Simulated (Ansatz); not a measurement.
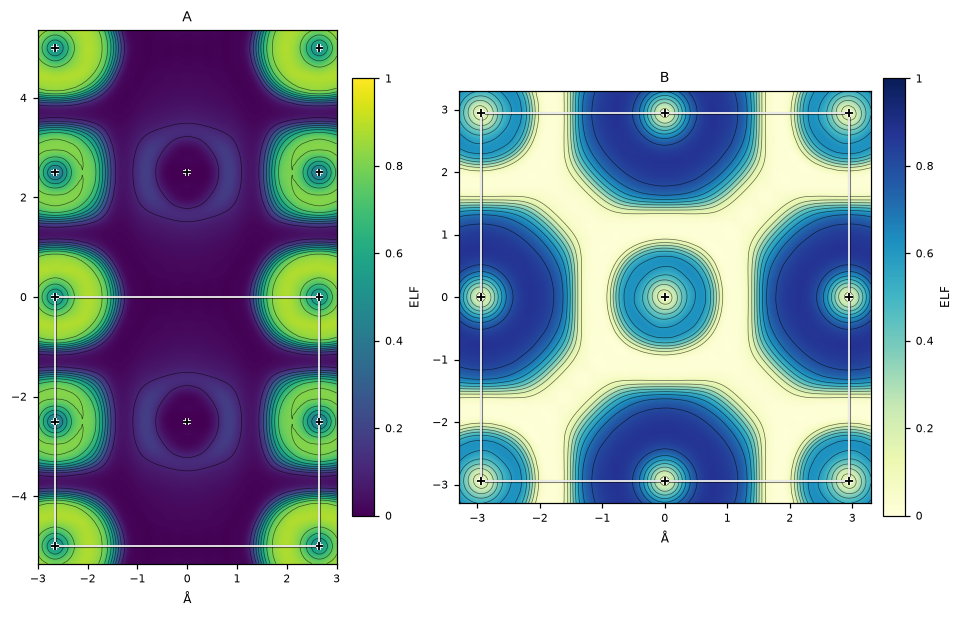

The ELF of 2 systems, each on a plane through atoms (crosses mark nuclei in the plane).

These are results of DFT PBE, scalar-relativistic, plane waves, PAW (Ansatz 0.2.0), not measurements.

System 1: NaCl, the (010) plane of the conventional cell. Space group Fm-3m; changed on purpose from its base cell (strain +0.040 along x and y, +0.040 along z, atoms carried along).

```
Na Cl
1.0
     5.89004    0.00000    0.00000
     0.00000    5.89004    0.00000
     0.00000    0.00000    5.89004
Na Cl
4 4
Direct
  0.00000 0.00000 0.00000
  0.50000 0.50000 0.00000
  0.50000 0.00000 0.50000
  0.00000 0.50000 0.50000
  0.50000 0.00000 0.00000
  0.00000 0.50000 0.00000
  0.00000 0.00000 0.50000
  0.50000 0.50000 0.50000
```

System 2: KZnF₃, the (110) plane of the conventional cell. Space group P4/mmm; computed pressure about 25 GPa in this cell.

```
K Zn F
1.0
     3.53800    0.00000    0.00000
     0.00000    3.53800    0.00000
     0.00000    0.00000    5.30700
K Zn F
1 1 3
Direct
  0.00000 0.00000 0.00000
  0.50000 0.50000 0.50000
  0.50000 0.50000 0.00000
  0.00000 0.50000 0.50000
  0.50000 0.00000 0.50000
```

Q: Match each panel to its system.

A: Panel A is system 2, KZnF₃: the plane holds K, Zn and F. K–F (2.50 Å): the ELF is about 0.05 at the midpoint; an ionic contact with no shared pair. Panel B is system 1, NaCl: the plane holds Na and Cl. Na–Cl (2.95 Å): the ELF peaks at about 0.85 in the valence shell of Cl, 0.8 Å from its nucleus, and is about 0.40 at the midpoint (a largely ionic contact).
